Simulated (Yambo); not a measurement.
System: zincblende GaN, space group F-43m (No. 216), 2 atoms in the primitive cell; cubic a = 4.507 Å. Starting point: PBE, Ansatz NC SR PBE, no spin polarisation, no spin-orbit coupling, 4×4×4 k mesh, 748 eV cutoff, fixed occupations (Yambo). Many-body step: GW with frequency dependence of W plasmon pole, bands in the response 89, bands in the self-energy 89, cutoff of the response matrix 8 Ry and cutoff of exchange and Vxc 55 Ry.

In PBE the smallest gap over these k points is 1.64 eV, with direct gaps of 1.64 eV at Γ, 5.54 eV at L and 6.05 eV at X.

> What does GW give?

Over the k points that were corrected, the smallest gap goes from 1.64 eV in PBE (direct at Γ) to 1.85 eV in GW (direct at Γ), a change of +0.21 eV (+13 %). Counted from the valence top, the lowest empty level moves by +0.21 eV at Γ, +0.31 eV at L and +0.27 eV at X; over the 8 points that were corrected the shifts run from +0.21 to +0.83 eV: a spread of 0.62 eV on a mean of 0.44 eV, so one scissor shift doesn't describe this level. The top filled level also moves against the valence top, by −0.87 eV at W. The quasiparticle weight (renormalisation factor) lies between 0.80 and 0.84 for the top filled and first empty levels.

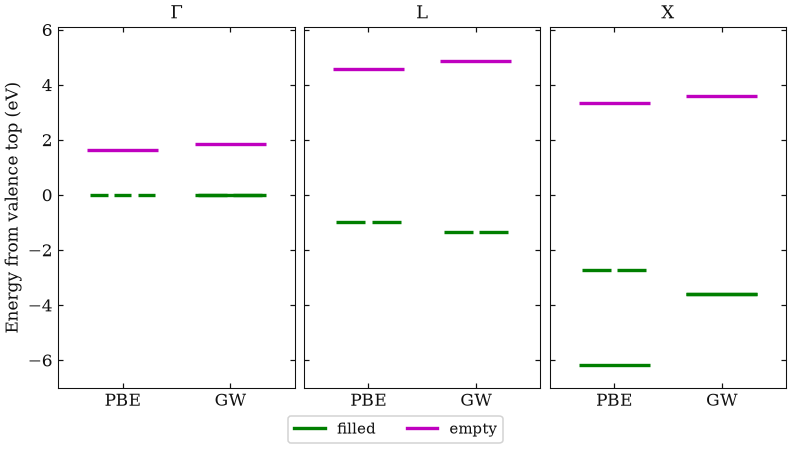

Levels at Γ, L and X in PBE and in GW, each set counted from its own valence top. Only the states that were corrected are drawn, so degenerate partners can be missing.

```csv
k point,PBE direct gap (eV),GW direct gap (eV)
Γ,1.64,1.85
L,5.54,6.22
X,6.05,7.19
```

The k mesh is coarse (spacing up to 0.60 Å⁻¹), so the values aren't converged. The potentials hold a filled d shell without the s and p states of that shell, which can shift GW gaps by tenths of an eV, either way. The screening block or the number of bands is too small for a converged GW gap. Between passes the levels were reset to the linearisation about the Kohn-Sham level, since this version mixes two points of expansion; the levels printed in its table differ. The usual form of GaN is wurtzite. Bands, cutoffs and mesh are finite, so these values aren't at the basis limit.
